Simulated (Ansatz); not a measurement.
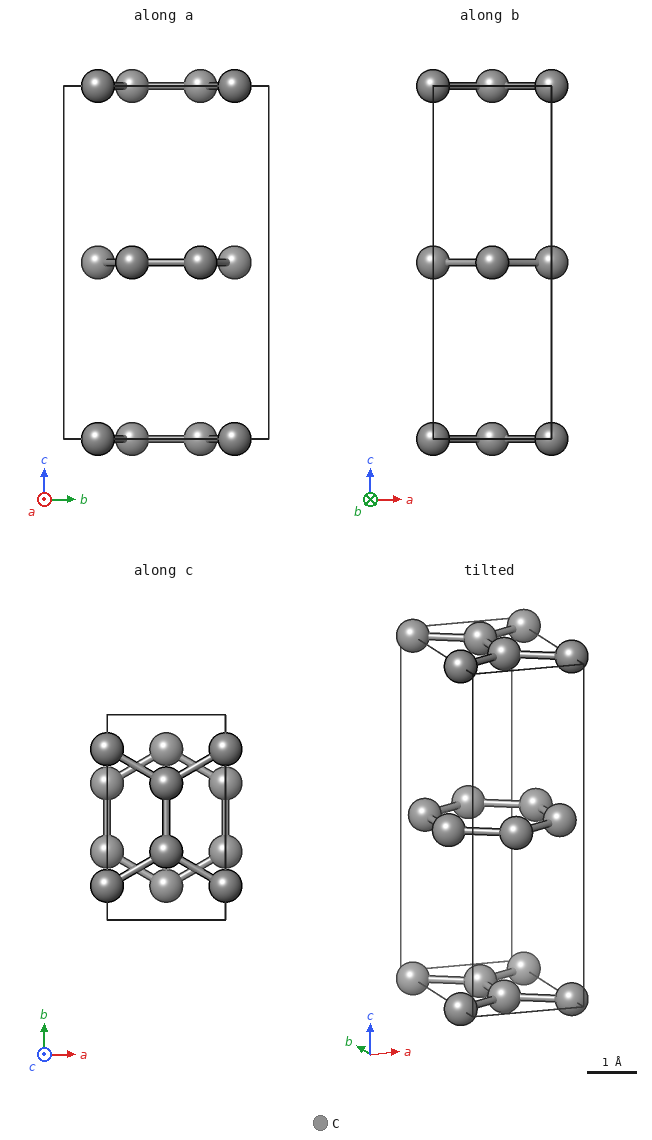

Figure: ball-and-stick view along the a axis, along the b axis, along the c axis and slightly off an axis. The wireframe shows the conventional unit cell.

Lattice parameters: a = 2.459 Å, b = 4.258 Å, c = 7.330 Å, α = 90.00°, β = 90.00°, γ = 90.00°.

Question: Record the structure as a table of Wyckoff sites.

Answer: Space group Fmmm (No. 69).
| atom | site | x | y | z |
| --- | --- | --- | --- | --- |
| C | 8h | 0.5000 | 0.6667 | 0.0000 |

The model was built from a structure type filled with this element by a generator (whether the element takes this form wasn't checked). The final geometry of a relaxation with Ansatz 0.2.0, DFT PBEsol, scalar-relativistic, plane waves, PAW is shown.
